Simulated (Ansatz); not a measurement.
# Geometry relaxation, with input and output: Mg₈HO₈ (charge +1) (part 1 of 2)

- system: Mg₈HO₈ (defect cell, 17 atoms in the cell, total charge +1)
- method: DFT PBE, scalar-relativistic, plane waves, PAW, PAW set soft_1, no spin polarisation (Ansatz 0.2.0)

The structure derives from an entry of the Crystallography Open Database. It belongs to a series of runs on one base structure; here: end point B relaxed. Figures and captions count atoms from 1; the log counts them from 0 in places.

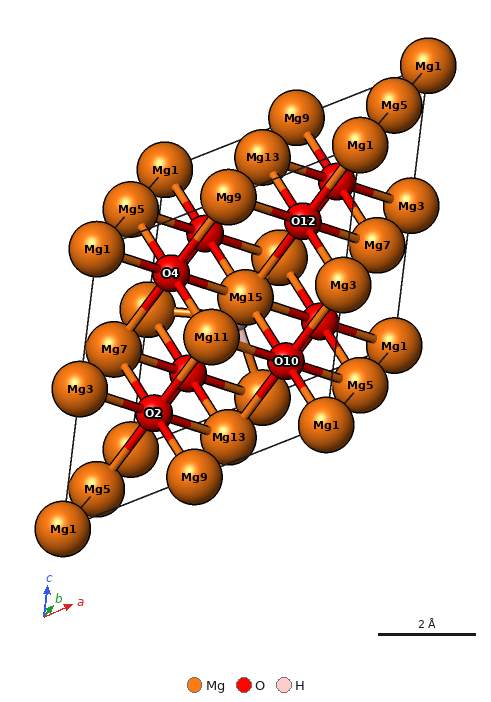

The structure as given in the input (ball-and-stick view of the cell of the calculation, seen slightly off an axis; atoms are numbered from 1 in the order of the input). An atom can appear more than once, as a periodic image.

**Key numbers**

```tsv
quantity	value
outcome	converged
electrons treated	128
free energy	−19977.4307 eV
Fermi energy	10.229 eV
gap on the k-point mesh	4.21 eV
final volume	150.32 Å³
largest force (length of the vector) at the end	0.003 eV/Å
hardware	2 threads of Arm Neoverse V1, 24 GiB of memory available, shared host
wall time	98 s (CPU time 3.2 min)
peak memory	0.52 GiB
```

The cell is charged and computed with a neutralising background, so its energy and pressure depend on the cell and aren't those of a real crystal.

**Input file**
```yaml
crystal:
  lattice:
    - [0.0, 4.2202, 4.2202]
    - [4.2202, 0.0, 4.2202]
    - [4.2202, 4.2202, 0.0]
  atoms:
    - { symbol: Mg, position: [0.0, 0.0, 0.0] }
    - { symbol: O, position: [0.25, 0.25, 0.25] }
    - { symbol: Mg, position: [0.0, 0.0, 0.5] }
    - { symbol: O, position: [0.25, 0.25, 0.75] }
    - { symbol: Mg, position: [0.0, 0.5, 0.0] }
    - { symbol: O, position: [0.25, 0.75, 0.25] }
    - { symbol: Mg, position: [0.0, 0.5, 0.5] }
    - { symbol: O, position: [0.25, 0.75, 0.75] }
    - { symbol: Mg, position: [0.5, 0.0, 0.0] }
    - { symbol: O, position: [0.75, 0.25, 0.25] }
    - { symbol: Mg, position: [0.5, 0.0, 0.5] }
    - { symbol: O, position: [0.75, 0.25, 0.75] }
    - { symbol: Mg, position: [0.5, 0.5, 0.0] }
    - { symbol: O, position: [0.75, 0.75, 0.25] }
    - { symbol: Mg, position: [0.5, 0.5, 0.5] }
    - { symbol: O, position: [0.75, 0.75, 0.75] }
    - { symbol: H, position: [0.38487572, -0.12487621, 0.3664858] }
total_charge: 1
basis:
  ecutwfc: 420.0
kpoints:
  mp_grid: { grid: [3, 3, 3] }
hamiltonian:
  xc: pbe
  pseudopotentials: { kind: paw, azcp: { folder: soft_1 } }
scf:
  occupations: { method: gaussian, width: 0.02 }
  lower_state_search: "off"
relax:
  f_tol: 0.03
  max_steps: 60
  adjacent_minimum: "off"
output:
  write_density: true
  write_potential: true
  elf: true
  volumetric_format: npy
```

Command:
```bash
ansatz run input.yaml --threads 2 --pin off --max-ram 5120MiB --backend cpu --events-out ev --progress --plain --runs-dir out
```

**Output**
```
Engine: ansatz 0.2.0, aarch64-unknown-linux-gnu
Pseudopotentials: kind: paw
Pseudopotential: Mg, paw, valence charge 10, recommended cutoff 420 eV (normal), [file]
Pseudopotential: O, paw, valence charge 6, recommended cutoff 420 eV (normal), [file]
Pseudopotential: H, paw, valence charge 1, recommended cutoff 420 eV (normal), [file]
Functional definition: PBE
  parameter kappa = 0.804
  parameter beta = 0.06672455060314922
  exchange = pbe_x(kappa = kappa, mu = beta*pi^2/3)
  correlation = pbe_c(beta = beta)
Crystal: 17 atoms, lattice volume = 150.324 Å³
Basis set: ecut = 420 eV, 2891 PW (Γ), exchange–correlation on 80×80×80 points (8 copies of the dense FFT grid, shifted against one another)
Bands: 81, of which v1, the nominal top of the filled ones, is band 64 counted from 1 (63 counted from 0)
Symmetry: 1 space group operations
Space group: P1 (ITA 1), of the structure as read, at distance tolerance 5.3e-5 Å
k-points: 14 of 27 (time reversal used)
Non-local potential: Mg, projectors of the file, l = 0: 3, l = 1: 2, l = 2: 1
Non-local potential: O, projectors of the file, l = 0: 2, l = 1: 2, l = 2: 1
Non-local potential: H, projectors of the file, l = 0: 2, l = 1: 1
PAW form: soft (Blöchl's): semilocal exchange-correlation on the pseudo side does not see the compensation charge
PAW one-centre angular grid: Mg, 110 points (default); XC on 64 Gauss nodes
PAW one-centre angular grid: O, 110 points (default); XC on 64 Gauss nodes
PAW one-centre angular grid: H, 110 points (default); XC on 64 Gauss nodes
Initial density: superposition of atomic densities (chi_scale 0.1, normalization cell, long waves kept (reshape's long-wave potential 0.00 eV rms))
Initial wavefunctions: pseudopotential atomic-orbital guess
Functional: x = pbe(κ = 0.804, μ = 0.2195149727645171), c = pbe(β = 0.06672455060314922)
SCF iter   1: F=—  HF=-19976.406621 eV  |F-HF|=—  |Δ(HF+E_count)|=         —  Δρ=9.11e-2  dr2=7.21e0  ethr=3.10e-3  ⟨swp⟩=6.0  Hψ=4818  notcnv=0  defer=9
preconditioner: auto → Resta (q_TF=auto, 2.656 Å⁻¹)  ε∞=3.4  [insulator: Δε(μ)=1.709 eV  Ē_g=15.544 eV  σ=0.020 eV  W_gap=1.00  n_scr=58 (ndim 8)  ℏωp=24.2 eV  f_vac=0.000  D(μ)=0.00/eV (n_scr^D=0)  ε∞_Penn≈3.4]
SCF iter   2: F=—  HF=-19975.311663 eV  |F-HF|=—  |Δ(HF+E_count)|=    1.09e0  Δρ=4.54e-2  dr2=2.17e0  ethr=3.10e-3  ⟨swp⟩=2.0  Hψ=2167  notcnv=0  defer=171
SCF iter   3: F=—  HF=-19975.399630 eV  |F-HF|=—  |Δ(HF+E_count)|=   8.80e-2  Δρ=8.30e-3  dr2=1.17e-1  ethr=1.69e-3  ⟨swp⟩=2.6  Hψ=1803  notcnv=0  defer=171
SCF iter   4: F=—  HF=-19975.412138 eV  |F-HF|=—  |Δ(HF+E_count)|=   1.25e-2  Δρ=1.67e-3  dr2=5.20e-3  ethr=9.15e-5  ⟨swp⟩=2.4  Hψ=2029  notcnv=0  defer=171
SCF iter   5: F=—  HF=-19975.412170 eV  |F-HF|=—  |Δ(HF+E_count)|=   3.18e-5  Δρ=3.23e-4  dr2=1.93e-4  ethr=4.06e-6  ⟨swp⟩=2.3  Hψ=1534  notcnv=0  defer=171
SCF iter   6: F=-19975.412136 eV  HF=-19975.412144 eV  |F-HF|=8.07e-6  |Δ(HF+E_count)|=   2.61e-5  Δρ=9.40e-5  dr2=1.18e-5  ethr=1.76e-8  ⟨swp⟩=8.4  Hψ=8924  notcnv=0
SCF 1 converged in 6 iterations: F = -19975.412136 eV  dr2 = 1.18e-5
  greatest PAW one-centre occupation: 1.000 electrons in one spin orbital (limit 2), on the Mg atom at site 8 (counted from 0), in its partial waves of l = 0
relax step   1: F+E_penalty+E_count = -19975.41213571 eV  Δ(F+E_penalty+E_count) = +0.000e0 eV  max|allowed force component| = 1.628e0 eV/Å  Δτ_max = 0.0000 Å  (6 SCF iters, dr2 threshold 2.25e-5 eV, accepted)
Initial density: handed on by an earlier stage of this run
Initial wavefunctions: those handed on with the density
iter 1 solved again at ethr=1.29e-4 eV; its pass at ethr=3.10e-3 eV (dr2=1.65e-1 eV) is discarded
SCF iter   1: F=—  HF=-19976.050802 eV  |F-HF|=—  |Δ(HF+E_count)|=         —  Δρ=1.36e-2  dr2=1.65e-1  ethr=1.29e-4  ⟨swp⟩=1.8  Hψ=3659  notcnv=0  defer=151
preconditioner: auto → Resta (q_TF=auto, 2.656 Å⁻¹)  ε∞=3.4  [insulator: Δε(μ)=2.290 eV  Ē_g=15.756 eV  σ=0.020 eV  W_gap=1.00  n_scr=58 (ndim 8)  ℏωp=24.2 eV  f_vac=0.000  D(μ)=0.00/eV (n_scr^D=0)  ε∞_Penn≈3.4]
SCF iter   2: F=—  HF=-19976.027886 eV  |F-HF|=—  |Δ(HF+E_count)|=   2.29e-2  Δρ=7.22e-3  dr2=4.74e-2  ethr=1.29e-4  ⟨swp⟩=2.0  Hψ=1070  notcnv=0  defer=151
SCF iter   3: F=—  HF=-19976.022212 eV  |F-HF|=—  |Δ(HF+E_count)|=   5.67e-3  Δρ=5.98e-4  dr2=3.60e-4  ethr=3.71e-5  ⟨swp⟩=2.9  Hψ=1875  notcnv=0  defer=151
SCF iter   4: F=—  HF=-19976.022277 eV  |F-HF|=—  |Δ(HF+E_count)|=   6.53e-5  Δρ=1.01e-4  dr2=2.71e-5  ethr=2.82e-7  ⟨swp⟩=2.0  Hψ=1912  notcnv=0  defer=151
iter 5 did not close the SCF: its close was put off for the readings that it lacked (scf_convergence_deferred on its scf_iter line)
SCF iter   5: F=-19976.022265 eV  HF=-19976.022268 eV  |F-HF|=2.41e-6  |Δ(HF+E_count)|=   9.92e-6  Δρ=3.19e-5  dr2=3.39e-6  ethr=2.12e-8  ⟨swp⟩=2.0  Hψ=1837  notcnv=0  defer=151
SCF iter   6: F=-19976.022266 eV  HF=-19976.022266 eV  |F-HF|=1.62e-7  |Δ(HF+E_count)|=   1.20e-6  Δρ=1.06e-5  dr2=3.05e-7  ethr=2.65e-9  ⟨swp⟩=6.0  Hψ=7493  notcnv=0
SCF 2 converged in 6 iterations: F = -19976.022266 eV  dr2 = 3.05e-7
relax step   2: F+E_penalty+E_count = -19976.02226618 eV  Δ(F+E_penalty+E_count) = -6.101e-1 eV  max|allowed force component| = 4.315e-1 eV/Å  Δτ_max = 0.0802 Å  (6 SCF iters, dr2 threshold 1.00e-4 eV, accepted)
SCF iter   1: F=—  HF=-19976.105528 eV  |F-HF|=—  |Δ(HF+E_count)|=         —  Δρ=5.80e-3  dr2=2.51e-2  ethr=3.08e-4  ⟨swp⟩=5.0  Hψ=2336  notcnv=0  defer=160
preconditioner: auto → Resta (q_TF=auto, 2.656 Å⁻¹)  ε∞=3.4  [insulator: Δε(μ)=2.652 eV  Ē_g=15.744 eV  σ=0.020 eV  W_gap=1.00  n_scr=58 (ndim 8)  ℏωp=24.2 eV  f_vac=0.000  D(μ)=0.00/eV (n_scr^D=0)  ε∞_Penn≈3.4]
SCF iter   2: F=—  HF=-19976.102652 eV  |F-HF|=—  |Δ(HF+E_count)|=   2.88e-3  Δρ=3.06e-3  dr2=7.48e-3  ethr=1.96e-5  ⟨swp⟩=2.1  Hψ=1400  notcnv=0  defer=157
SCF iter   3: F=—  HF=-19976.102006 eV  |F-HF|=—  |Δ(HF+E_count)|=   6.46e-4  Δρ=2.64e-4  dr2=1.15e-4  ethr=5.84e-6  ⟨swp⟩=2.0  Hψ=1674  notcnv=0  defer=157
iter 4 did not close the SCF: its close was put off for the readings that it lacked (scf_convergence_deferred on its scf_iter line)
SCF iter   4: F=-19976.101989 eV  HF=-19976.101995 eV  |F-HF|=6.42e-6  |Δ(HF+E_count)|=   1.03e-5  Δρ=6.37e-5  dr2=9.81e-6  ethr=8.99e-8  ⟨swp⟩=2.0  Hψ=1582  notcnv=0  defer=157
iter 5 did not close the SCF: its close was put off for the readings that it lacked (scf_convergence_deferred on its scf_iter line)
SCF iter   5: F=-19976.101992 eV  HF=-19976.101993 eV  |F-HF|=4.56e-7  |Δ(HF+E_count)|=   2.81e-6  Δρ=1.65e-5  dr2=6.57e-7  ethr=7.66e-9  ⟨swp⟩=2.0  Hψ=1761  notcnv=0  defer=157
SCF iter   6: F=-19976.101992 eV  HF=-19976.101992 eV  |F-HF|=2.69e-8  |Δ(HF+E_count)|=   1.74e-7  Δρ=5.17e-6  dr2=4.20e-8  ethr=5.13e-10  ⟨swp⟩=6.0  Hψ=7204  notcnv=0
SCF 3 converged in 6 iterations: F = -19976.101992 eV  dr2 = 4.20e-8
[...]
relax step   3: F+E_penalty+E_count = -19976.10199246 eV  Δ(F+E_penalty+E_count) = -7.973e-2 eV  max|allowed force component| = 2.113e-1 eV/Å  Δτ_max = 0.0383 Å  (6 SCF iters, dr2 threshold 1.16e-5 eV, accepted)
preconditioner: auto → Resta (q_TF=auto, 2.656 Å⁻¹)  ε∞=3.4  [insulator: Δε(μ)=2.722 eV  Ē_g=15.739 eV  σ=0.020 eV  W_gap=1.00  n_scr=58 (ndim 8)  ℏωp=24.2 eV  f_vac=0.000  D(μ)=0.00/eV (n_scr^D=0)  ε∞_Penn≈3.4]
relax step   4: F+E_penalty+E_count = -19976.12930933 eV  Δ(F+E_penalty+E_count) = -2.732e-2 eV  max|allowed force component| = 3.641e-1 eV/Å  Δτ_max = 0.0415 Å  (6 SCF iters, dr2 threshold 3.14e-6 eV, accepted)
preconditioner: auto → Resta (q_TF=auto, 2.656 Å⁻¹)  ε∞=3.4  [insulator: Δε(μ)=3.251 eV  Ē_g=15.773 eV  σ=0.020 eV  W_gap=1.00  n_scr=58 (ndim 8)  ℏωp=24.2 eV  f_vac=0.000  D(μ)=0.00/eV (n_scr^D=0)  ε∞_Penn≈3.4]
relax step   5: F+E_penalty+E_count = -19976.32407834 eV  Δ(F+E_penalty+E_count) = -1.948e-1 eV  max|allowed force component| = 9.540e-1 eV/Å  Δτ_max = 0.1240 Å  (6 SCF iters, dr2 threshold 3.18e-5 eV, accepted)
preconditioner: auto → Resta (q_TF=auto, 2.656 Å⁻¹)  ε∞=3.3  [insulator: Δε(μ)=3.712 eV  Ē_g=15.862 eV  σ=0.020 eV  W_gap=1.00  n_scr=58 (ndim 8)  ℏωp=24.2 eV  f_vac=0.000  D(μ)=0.00/eV (n_scr^D=0)  ε∞_Penn≈3.3]
relax step   6: F+E_penalty+E_count = -19976.78632522 eV  Δ(F+E_penalty+E_count) = -4.622e-1 eV  max|allowed force component| = 1.647e0 eV/Å  Δτ_max = 0.1694 Å  (6 SCF iters, dr2 threshold 1.00e-4 eV, accepted)
preconditioner: auto → Resta (q_TF=auto, 2.656 Å⁻¹)  ε∞=3.3  [insulator: Δε(μ)=4.103 eV  Ē_g=15.987 eV  σ=0.020 eV  W_gap=1.00  n_scr=58 (ndim 8)  ℏωp=24.2 eV  f_vac=0.000  D(μ)=0.00/eV (n_scr^D=0)  ε∞_Penn≈3.3]
  Residual-converged pass: ⟨swp⟩=1.1  Hψ=1192  notcnv=0  max |occ|·‖R‖ = 7.0e-9 eV (tolerance 1.0e-8 eV)  dr2=4.99e-7  dr2_onsite=2.54e-8  max |Δocc| = 0.0e0
relax step   7: F+E_penalty+E_count = -19977.27683883 eV  Δ(F+E_penalty+E_count) = -4.905e-1 eV  max|allowed force component| = 1.274e0 eV/Å  Δτ_max = 0.2000 Å  (6 SCF iters, dr2 threshold 1.00e-4 eV, accepted)
preconditioner: auto → Resta (q_TF=auto, 2.656 Å⁻¹)  ε∞=3.3  [insulator: Δε(μ)=4.275 eV  Ē_g=16.080 eV  σ=0.020 eV  W_gap=1.00  n_scr=58 (ndim 8)  ℏωp=24.2 eV  f_vac=0.000  D(μ)=0.00/eV (n_scr^D=0)  ε∞_Penn≈3.3]
relax step   8: F+E_penalty+E_count = -19977.42150294 eV  Δ(F+E_penalty+E_count) = -1.447e-1 eV  max|allowed force component| = 5.074e-1 eV/Å  Δτ_max = 0.2000 Å  (6 SCF iters, dr2 threshold 1.00e-4 eV, accepted)
preconditioner: auto → Resta (q_TF=auto, 2.656 Å⁻¹)  ε∞=3.3  [insulator: Δε(μ)=4.228 eV  Ē_g=16.044 eV  σ=0.020 eV  W_gap=1.00  n_scr=58 (ndim 8)  ℏωp=24.2 eV  f_vac=0.000  D(μ)=0.00/eV (n_scr^D=0)  ε∞_Penn≈3.3]
relax step   9: F+E_penalty+E_count = -19977.43054968 eV  Δ(F+E_penalty+E_count) = -9.047e-3 eV  max|allowed force component| = 3.055e-2 eV/Å  Δτ_max = 0.0306 Å  (6 SCF iters, dr2 threshold 4.08e-5 eV, accepted)
preconditioner: auto → Resta (q_TF=auto, 2.656 Å⁻¹)  ε∞=3.3  [insulator: Δε(μ)=4.215 eV  Ē_g=16.045 eV  σ=0.020 eV  W_gap=1.00  n_scr=58 (ndim 8)  ℏωp=24.2 eV  f_vac=0.000  D(μ)=0.00/eV (n_scr^D=0)  ε∞_Penn≈3.3]
relax step  10: F+E_penalty+E_count = -19977.43054968 eV  Δ(F+E_penalty+E_count) = -1.448e-9 eV  max|allowed force component| = 3.056e-2 eV/Å  Δτ_max = 0.0000 Å  (7 SCF iters, accepted)
preconditioner: auto → Resta (q_TF=auto, 2.656 Å⁻¹)  ε∞=3.3  [insulator: Δε(μ)=4.212 eV  Ē_g=16.045 eV  σ=0.020 eV  W_gap=1.00  n_scr=58 (ndim 8)  ℏωp=24.2 eV  f_vac=0.000  D(μ)=0.00/eV (n_scr^D=0)  ε∞_Penn≈3.3]
relax step  11: F+E_penalty+E_count = -19977.43071902 eV  Δ(F+E_penalty+E_count) = -1.693e-4 eV  max|allowed force component| = 2.696e-3 eV/Å  Δτ_max = 0.0029 Å  (6 SCF iters, accepted)
```

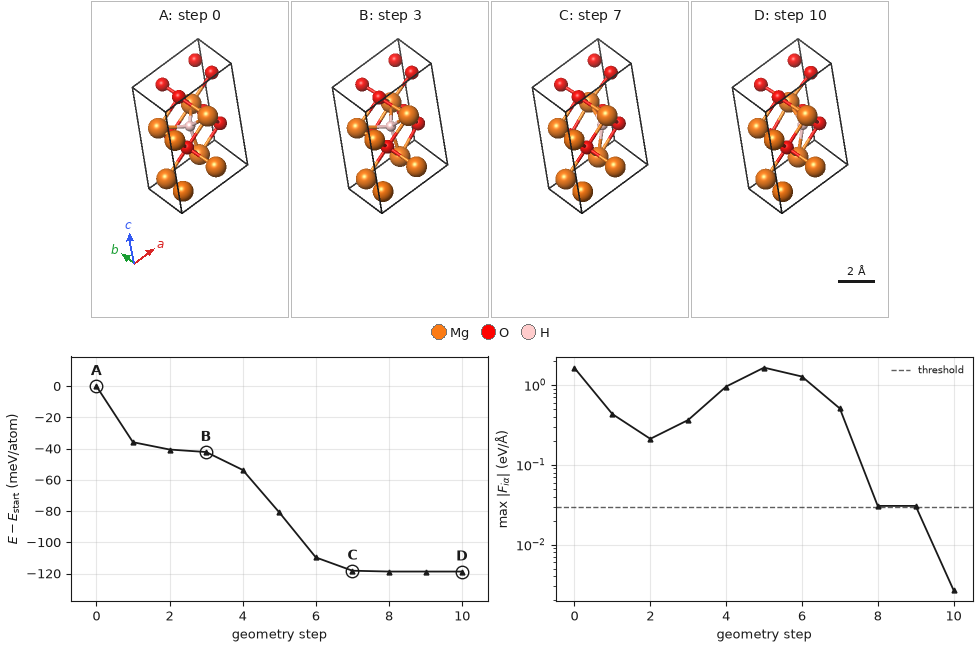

Frames of the relaxation (ball-and-stick view of the cell of the calculation (origin shifted), seen slightly off an axis) above the curves, on which the letters mark them (the first geometry is step 0 here and step 1 in the log).

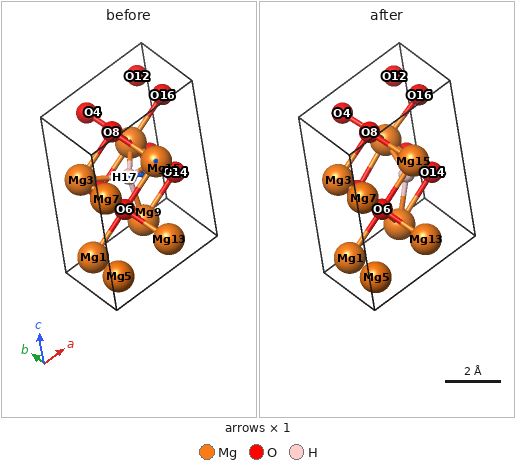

Before (left) and after (right) the relaxation, at one scale (ball-and-stick view of the cell of the calculation (origin shifted), seen slightly off an axis). The blue arrows give the displacements, at true length. Over 10 geometry steps the energy falls by 119 meV per atom. Largest force component: 1.6 eV/Å at the start, 0.0027 eV/Å at the end. The atom that moves furthest is H17 (0.76 Å). By element the largest moves are H 0.76 Å, Mg 0.17 Å, O 0.09 Å. The cell doesn't change. Distances before and after: O14–H17 1.779 → 0.983 Å, Mg3–H17 1.876 → 2.649 Å, Mg11–O14 2.110 → 2.253 Å, O4–Mg11 2.110 → 1.999 Å. New bonds form: O14–H17 (1.78 → 0.98 Å). Bonds break: Mg3–H17 (1.88 → 2.65 Å). Among the angles that change: Mg9–O6–Mg15 90.0° → 98.6°, Mg11–H17–Mg15 109.7° → 117.9°, Mg9–O16–Mg11 90.0° → 82.7°. (Atoms are counted from 1 in the order of the input.)

```
NSCF: frozen V_eff on 14 k-points
the band table was solved once a step of the walk had ended and its energy, with any forces and stress, was formed, with the checks that follow a solve (5432 applications of the Hamiltonian). They found nothing against the state; the energy, forces and stress were not computed again (output.eigenvalues in the input reference)
Free energy (F): -19977.430719 eV
Harris-Foulkes:  -19977.430719 eV  (|F-HF|=8.73e-11)
Internal energy: -19977.430719 eV  (E = F + TS)
E sigma→0 (E₀):  -19977.430719 eV
Fermi energy:    10.229471 eV
--- Per-component energies (eV) ---
[...]
  E_band       = -2353.567677
  E_kinetic    = 1952.658654
  E_local      = -13601.113269  (includes V_loc(G=0)·N_el)
  E_nonlocal   = 1974.368976
  E_hartree    = 4520.797263
  E_xc         = -806.012761
  E_vxc        = -1032.573300  (∫ρ·V_xc dr)
  E_paw        = -3707.598145  (= ΣΔE_a)
  E_vpaw       = -688.507876  (= ΣTr[D̂ρ^β])
  E_aug_tail   = 0.004422  (compensation charges beyond the density's cutoff)
  E_ewald      = -10310.535860
  E_smearing   = -0.000000  (= −TS)
  E_closure    = -0.000000  (closes the sum)
  E_deformation_potential = 18.378844  (in the stress; not in F)
  Σ components = -19977.430719   (vs F -19977.430719, Δ=0.00e0)
--- Forces (eV/Å), atoms counted from 1 ---
  atom   1  Mg    -0.00031772     0.00022236    -0.00269561
  atom   2  O     -0.00016773    -0.00052190     0.00051732
  atom   3  Mg     0.00103940    -0.00130074    -0.00091652
  atom   4  O     -0.00017889     0.00067613    -0.00005063
  atom   5  Mg     0.00250163     0.00024042     0.00036944
  atom   6  O     -0.00044118    -0.00066005     0.00030750
  atom   7  Mg    -0.00034220    -0.00207762     0.00037443
  atom   8  O      0.00026346     0.00026000     0.00001483
  atom   9  Mg    -0.00156015    -0.00015604     0.00177325
  atom  10  O      0.00069483     0.00026544    -0.00074251
  atom  11  Mg     0.00075070     0.00150737     0.00211946
  atom  12  O     -0.00050415    -0.00052160    -0.00065736
  atom  13  Mg    -0.00004741     0.00051125    -0.00016607
  atom  14  O     -0.00111319     0.00129071     0.00105853
  atom  15  Mg    -0.00205135     0.00165463    -0.00097604
  atom  16  O      0.00057384    -0.00048501     0.00060502
  atom  17  H      0.00090136    -0.00090816    -0.00093551
  max |Σ_I F_I| component: 2.83e-6 eV/Å
--- Band table (eV; the first three rows and the last of 14) ---
```
